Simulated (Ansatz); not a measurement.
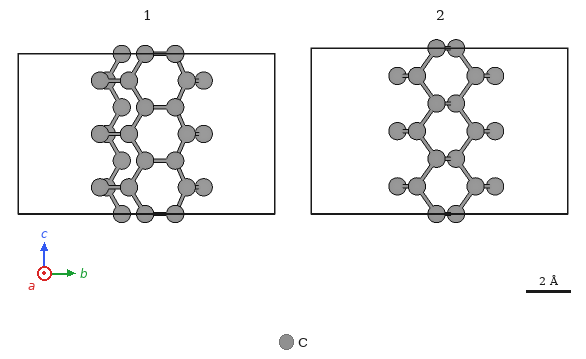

Two geometries of a wire of composition C, drawn at one scale. One is the start of a relaxation, the other its converged end. A ball-and-stick model of the 3 repeat of the cell, with the vacuum cut short, seen along the a axis.

All numbers below come from DFT PBE, scalar-relativistic, plane waves, PAW (Ansatz). Settings: plane-wave cutoff 420 eV; k-point mesh 1 × 1 × 13; occupations gaussian; smearing width 0.05 eV; collinear spin; cell relaxed at fixed a, b, alpha, beta, gamma; force threshold 0.02 eV/Å; at most 45 steps.

Which of the two is the end point?

Structure 1 is the relaxed one. Case: wire along [1 1 0], 13 atoms a period. The energy falls by 5.023 eV per cell of the calculation in 21 accepted moves (26 points after the start). Largest force component: 5.6 eV/Å at the start, 0.013 eV/Å at the end. The line search rejected the trial steps at points 3, 18, 19 of the run. The SCF was repeated twice at an unchanged geometry on a basis and grid sized afresh for the cell, which shifted the energy by 7.7 meV per cell of the calculation at most. A C atom moves most relative to the layer's centre: 0.99 Å. Along the periodic axis the drawn cell goes c 7.576 → 7.319 Å (−3.4 %). Some distances before and after: C–C 1.546 → 2.983 Å, C–C 1.546 → 1.400 Å, C–C 1.546 → 1.423 Å, C–C 1.546 → 1.458 Å. Bonds break: C–C (1.55 → 2.98 Å). Bond angles that change, for instance: C–C–C 109.5° → 157.4°, C–C–C 109.5° → 95.5°, C–C–C 109.5° → 121.2°. The program noted that the starting moments weren't kept.

Limits of the set-up: the k-point mesh is coarse for a cell with partly filled bands.
